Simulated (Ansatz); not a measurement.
## What a change does: band-structure calculation on Re

System: Re (Fm-3m, 1 atom in the cell).
Method of run 1: DFT PBE, scalar-relativistic, plane waves, PAW, no spin polarisation (Ansatz 0.2.0).

The structure derives from an entry of the Crystallography Open Database. Text and figures count atoms from 1; the logs count them from 0 in places.

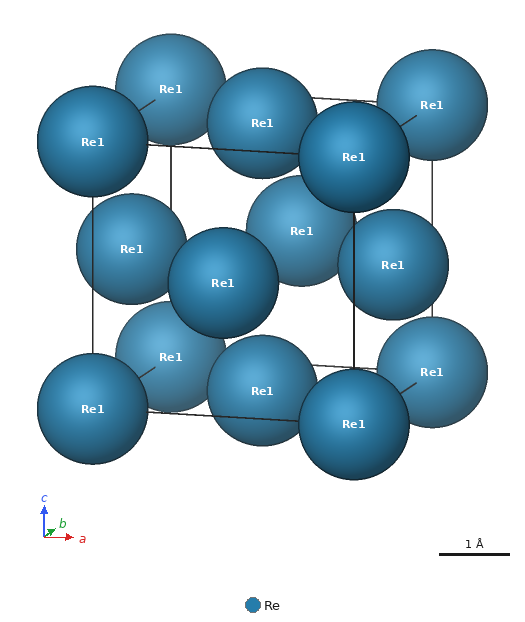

**Figure 1.** The structure as given in the input (spheres-only view of the cell 4 times as large as that of the calculation, set on its symmetry axes, seen slightly off an axis; atoms are numbered from 1 in the order of the input).

Input file, run 1:
```yaml
crystal:
  lattice:
    - [0.0, 1.9577236231, 1.9577236231]
    - [1.9577236231, 0.0, 1.9577236231]
    - [1.9577236231, 1.9577236231, 0.0]
  atoms:
    - { symbol: Re, position: [0.0, 0.0, 0.0] }
basis:
  ecutwfc: 420
kpoints:
  mp_grid: { grid: [18, 18, 18] }
  band_path:
    path:
      - [[0.0, 0.0, 0.0], [0.5, 0.0, 0.5], [0.625, 0.25, 0.625]]
      - [[0.375, 0.375, 0.75], [0.0, 0.0, 0.0], [0.5, 0.5, 0.5], [0.5, 0.25, 0.75], [0.5, 0.0, 0.5]]
    npoints: 14
hamiltonian:
  xc: pbe
scf:
  occupations: { method: gaussian, width: 0.1 }
  n_extra_bands: 6
output:
  forces: true
  stress: true
  eigenvalues: true
  populations: true
  dos: { projected: true, de: 0.02, nscf_kmesh: { grid: [27, 27, 27] } }
  bader: true
  write_density: true
  write_potential: true
  elf: true
  volumetric_format: npy
```

Launched with:
```bash
ansatz run input.yaml --threads 1 --pin off --max-ram 2560MiB --backend cpu --events-out ev --progress --plain --runs-dir out
```

Hardware: 1 thread of Intel Xeon (Granite Rapids), 144 GiB of memory available, shared host.

Output, shortened to warnings, some set-up lines, iterations and results (run 1):
```
Basis set: ecut = 420 eV, 283 PW (Γ), exchange–correlation on 40×40×40 points (8 copies of the dense FFT grid, shifted against one another)
Symmetry: 48 space group operations
k-points: 195 of 5832
Initial density: superposition of atomic densities (neutral atoms: chi_scale 0, normalization atom), corrected by the library's trained network
[...]
SCF iter   1: F=—  HF=-10868.013465 eV  |F-HF|=—  |Δ(HF+E_count)|=         —  Δρ=6.13e-3  dr2=1.48e-3  ethr=1.77e-3  ⟨swp⟩=5.0  Hψ=14539  notcnv=0  defer=64
SCF iter   2: F=—  HF=-10868.013841 eV  |F-HF|=—  |Δ(HF+E_count)|=   3.75e-4  Δρ=3.04e-3  dr2=3.05e-4  ethr=9.87e-6  ⟨swp⟩=1.3  Hψ=4427  notcnv=0  defer=65
SCF iter   3: F=—  HF=-10868.014104 eV  |F-HF|=—  |Δ(HF+E_count)|=   2.63e-4  Δρ=4.70e-4  dr2=1.31e-5  ethr=2.03e-6  ⟨swp⟩=1.0  Hψ=2485  notcnv=0  defer=65
SCF iter   4: F=—  HF=-10868.014103 eV  |F-HF|=—  |Δ(HF+E_count)|=   7.15e-7  Δρ=5.61e-5  dr2=1.68e-7  ethr=8.75e-8  ⟨swp⟩=2.6  Hψ=3564  notcnv=0  defer=65
SCF iter   5: F=-10868.014103 eV  HF=-10868.014103 eV  |F-HF|=2.78e-8  |Δ(HF+E_count)|=   8.39e-9  Δρ=3.18e-5  dr2=5.68e-8  ethr=1.12e-9  ⟨swp⟩=2.8  Hψ=3793  notcnv=0  …
SCF iter   6: F=-10868.014103 eV  HF=-10868.014103 eV  |F-HF|=1.30e-9  |Δ(HF+E_count)|=   1.98e-8  Δρ=7.08e-6  dr2=2.77e-9  ethr=3.79e-10  ⟨swp⟩=8.0  Hψ=14957  notcnv=0
SCF 1 converged in 6 iterations: F = -10868.014103 eV  dr2 = 2.77e-9
NSCF: frozen V_eff on 86 k-points
NSCF: frozen V_eff on 560 k-points
SCF converged after 6 iterations
Free energy (F): -10868.014103 eV
Harris-Foulkes:  -10868.014103 eV  (|F-HF|=1.30e-9)
Internal energy: -10868.009694 eV  (E = F + TS)
E sigma→0 (E₀):  -10868.011898 eV
Entropy (-TS):   -0.004409 eV (-4.409 meV/atom)
Fermi energy:    23.698131 eV
--- Per-component energies (eV) ---
  E_band       = -79.250678
  E_kinetic    = 540.375898
  E_local      = -773.457559  (includes V_loc(G=0)·N_el)
  E_nonlocal   = 48.377219
  E_hartree    = 276.321569
  E_xc         = -403.796768
  E_vxc        = -303.835753  (∫ρ·V_xc dr)
  E_paw        = -8658.909089  (= ΣΔE_a)
  E_vpaw       = -143.352919  (= ΣTr[D̂ρ^β])
  E_aug_tail   = -0.000067  (compensation charges beyond the density's cutoff)
  E_ewald      = -1896.920896
  E_smearing   = -0.004409  (= −TS)
  E_closure    = 0.000000  (closes the sum)
  Σ components = -10868.014103   (vs F -10868.014103, Δ=0.00e0)
--- Forces (eV/Å), atoms counted from 1 ---
  atom   1  Re    -0.00000000    -0.00000000    -0.00000000
  max |Σ_I F_I| component: 6.78e-32 eV/Å
--- Stress (GPa, compression-positive) ---
       -0.004371       0.000000       0.000000
       -0.000000      -0.004371      -0.000000
        0.000000      -0.000000      -0.004371
  P = ⅓ Tr σ = -0.0044 GPa (-0.044 kbar)
--- Löwdin populations: 1 site ---
  site symbol       q [e]
     0     Re     14.8277
  spilling = 0.011488 (of n_electrons = 15.000000)
--- Bader charges: 1 site ---
  site symbol  charge [e]  shift [e]
     0     Re      0.0000     0.0000
  estimated error of the sums over rays = 7.9e-7 e
```

Run 2 used a changed input.

The two runs side by side:

```csv
quantity,run 1,run 2
outcome,converged,converged
free energy per atom (eV),−10868.0141,−10607.5476
"energy per atom, smearing taken to zero (eV)",−10868.0119,−10607.5454
gap on the mesh (eV),0.00,0.00
pressure (GPa),0.00,−15.50
largest force (eV/Å),0.000,0.000
SCF iterations,6,6
irreducible k-points,195,195
plane waves at Γ,283,283
wall time (shared host),7 s,7.3 s
```

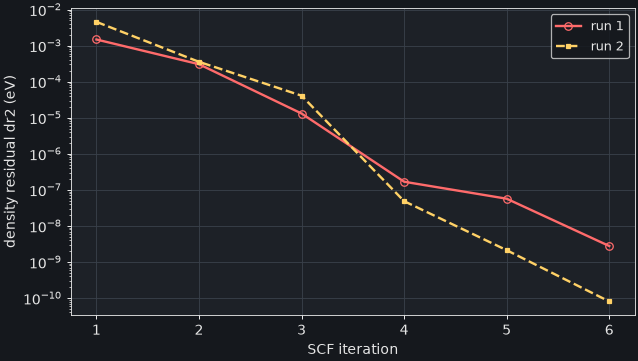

**Figure 2.** Convergence of the two runs: density residual dr2 against the SCF iteration. Run 1 takes 6 iterations in all, and run 2 takes 6.

What was changed in the input?

The change (lines with − go, lines with + come):
```diff
-  xc: pbe
+  xc: lda
```

The total energies belong to different methods, so their difference says nothing on which is more stable or more accurate. The pressure goes from 0.00 to −15.50 GPa. The functional changes from PBE to LDA. Along LDA, PBEsol, PBE and RPBE the binding weakens and the preferred volume grows, so the same cell is under more pressure with the later ones. The number of SCF iterations is the same.

Output, shortened to warnings, some set-up lines, iterations and results (run 2):
```
Basis set: ecut = 420 eV, 283 PW (Γ)
Symmetry: 48 space group operations
k-points: 195 of 5832
Initial density: superposition of atomic densities (neutral atoms: chi_scale 0, normalization atom), corrected by the library's trained network
[...]
SCF iter   1: F=—  HF=-10607.548827 eV  |F-HF|=—  |Δ(HF+E_count)|=         —  Δρ=8.10e-3  dr2=4.55e-3  ethr=1.77e-3  ⟨swp⟩=5.0  Hψ=14716  notcnv=0  defer=60
SCF iter   2: F=—  HF=-10607.547565 eV  |F-HF|=—  |Δ(HF+E_count)|=   1.26e-3  Δρ=3.46e-3  dr2=3.55e-4  ethr=3.03e-5  ⟨swp⟩=1.2  Hψ=4399  notcnv=0  defer=60
SCF iter   3: F=—  HF=-10607.547633 eV  |F-HF|=—  |Δ(HF+E_count)|=   6.80e-5  Δρ=1.16e-3  dr2=4.09e-5  ethr=2.37e-6  ⟨swp⟩=1.0  Hψ=2449  notcnv=0  defer=60
SCF iter   4: F=—  HF=-10607.547643 eV  |F-HF|=—  |Δ(HF+E_count)|=   1.00e-5  Δρ=3.32e-5  dr2=4.85e-8  ethr=2.72e-7  ⟨swp⟩=1.0  Hψ=2449  notcnv=0  defer=60
SCF iter   5: F=-10607.547643 eV  HF=-10607.547643 eV  |F-HF|=1.59e-9  |Δ(HF+E_count)|=   3.31e-9  Δρ=6.24e-6  dr2=2.12e-9  ethr=3.24e-10  ⟨swp⟩=2.0  Hψ=3918  notcnv=0  …
SCF iter   6: F=-10607.547643 eV  HF=-10607.547643 eV  |F-HF|=5.46e-11  |Δ(HF+E_count)|=  7.93e-10  Δρ=1.35e-6  dr2=8.03e-11  ethr=1.42e-11  ⟨swp⟩=7.4  Hψ=14000  notcnv=0
SCF 1 converged in 6 iterations: F = -10607.547643 eV  dr2 = 8.03e-11
NSCF: frozen V_eff on 86 k-points
NSCF: frozen V_eff on 560 k-points
SCF converged after 6 iterations
Free energy (F): -10607.547643 eV
Harris-Foulkes:  -10607.547643 eV  (|F-HF|=5.46e-11)
Internal energy: -10607.543060 eV  (E = F + TS)
E sigma→0 (E₀):  -10607.545352 eV
Entropy (-TS):   -0.004583 eV (-4.583 meV/atom)
Fermi energy:    23.329659 eV
--- Per-component energies (eV) ---
  E_band       = -84.412510
  E_kinetic    = 540.797967
  E_local      = -780.267558  (includes V_loc(G=0)·N_el)
  E_nonlocal   = 53.961815
  E_hartree    = 276.937244
  E_xc         = -400.645365
  E_vxc        = -304.408562  (∫ρ·V_xc dr)
  E_paw        = -8401.725275  (= ΣΔE_a)
  E_vpaw       = -148.370345  (= ΣTr[D̂ρ^β])
  E_aug_tail   = -0.000068  (compensation charges beyond the density's cutoff)
  E_ewald      = -1896.920896
  E_core_change = 0.319076  (= ΣΔE_core)
  E_smearing   = -0.004583  (= −TS)
  E_closure    = 0.000000  (closes the sum)
  Σ components = -10607.547643   (vs F -10607.547643, Δ=0.00e0)
--- Forces (eV/Å), atoms counted from 1 ---
  atom   1  Re     0.00000000     0.00000000    -0.00000000
  max |Σ_I F_I| component: 7.89e-31 eV/Å
--- Stress (GPa, compression-positive) ---
      -15.495343      -0.000000      -0.000000
        0.000000     -15.495343      -0.000000
       -0.000000       0.000000     -15.495343
  P = ⅓ Tr σ = -15.4953 GPa (-154.953 kbar)
--- Löwdin populations: 1 site ---
  site symbol       q [e]
     0     Re     14.8357
  spilling = 0.010953 (of n_electrons = 15.000000)
--- Bader charges: 1 site ---
  site symbol  charge [e]  shift [e]
     0     Re      0.0000     0.0000
  estimated error of the sums over rays = 7.7e-7 e
```

For both runs: Spin–orbit coupling is left out, which matters for Re. For run 2: The cell is under a tension of 15.5 GPa at this level, so it is not at its equilibrium volume.
